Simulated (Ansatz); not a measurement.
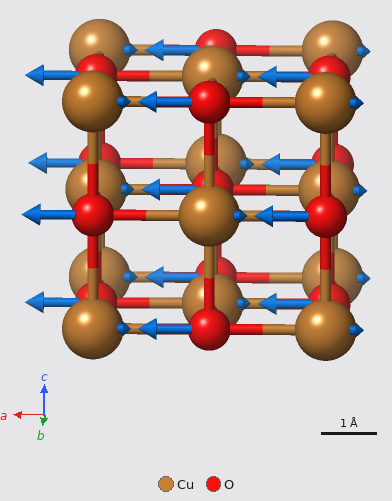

The lowest optical mode of crystalline CuO (a generated structure), space group Fm-3m (No. 225), at the zone centre. The blue arrows give the relative displacements of the atoms. A ball-and-stick model of the conventional cell (4 times the calculation's cell), seen from a free direction. Lengths and directions refer to the drawn axes.

Method: DFT PBE, scalar-relativistic, plane waves, PAW in Ansatz. (plane-wave cutoff 420 eV; k-point mesh 24 × 24 × 24; occupations fermi dirac; smearing width 0.15 eV; no spin polarisation)

The frequencies depend somewhat on the k-mesh and the smearing.

### Is this crystal at a minimum with respect to the drawn distortion?

Yes: this softest mode has a real frequency, and so have all others here. That speaks for this wave vector alone: the rest of the zone wasn't checked in this run. This is the T₁u mode (triply degenerate; one member of the set is drawn) at 328 cm⁻¹, the only optical level, infrared-active by symmetry. The O sublattice moves against the Cu sublattice, along a; it stretches the shortest Cu–O bonds (2.12 Å); the kinetic energy is shared as O 80 %, Cu 20 %. The crystal is a metal, so free carriers screen the infrared response.
